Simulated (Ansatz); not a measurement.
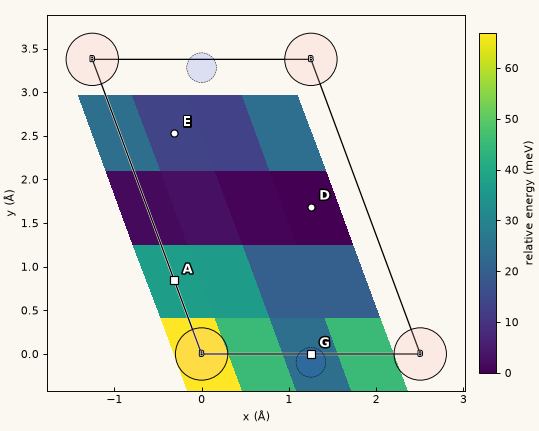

N₂ on a BN(101) slab cut from the R3m phase, its upper half relaxed before the scan (12 atoms of substrate and one adsorbate in a 2 × 1 cell). 
- N2 is moved over the surface cell at a fixed height above a rigid substrate; the origin of the map has the adsorbate above B11; the height is held at 2.90 Å.
- Places are given modulo a cell vector. The map is drawn in real space over the plane of the surface.
- The grid has 4 × 4 points.
- Places are given in fractions of the 1 × 1 surface cell.
- Energies: meV, counted from the lowest grid point.
- At a fixed height the lowest place need not be the adsorption site.
- Theory: DFT PBE+D3(BJ), scalar-relativistic, plane waves, PAW (Ansatz 0.2.0). Settings: cutoff 420 eV, k-mesh 6×8×1, gaussian smearing 0.05 eV, no spin polarisation.

In the figure: one coloured cell a grid point, labelled circles for the atoms of the top layer and small ones for the second layer, the outline of one cell of the plane, lettered points.

> Is A the lowest point of the computed grid?

No. A lies 37.0 meV above the lowest grid point, which is at (3/4, 2/4) of the cell vectors.

> Rank the lettered points by energy, lowest first.

D (0.0 meV), E (13.4 meV), G (24.0 meV), A (37.0 meV).

PAW datasets: the set soft_1.
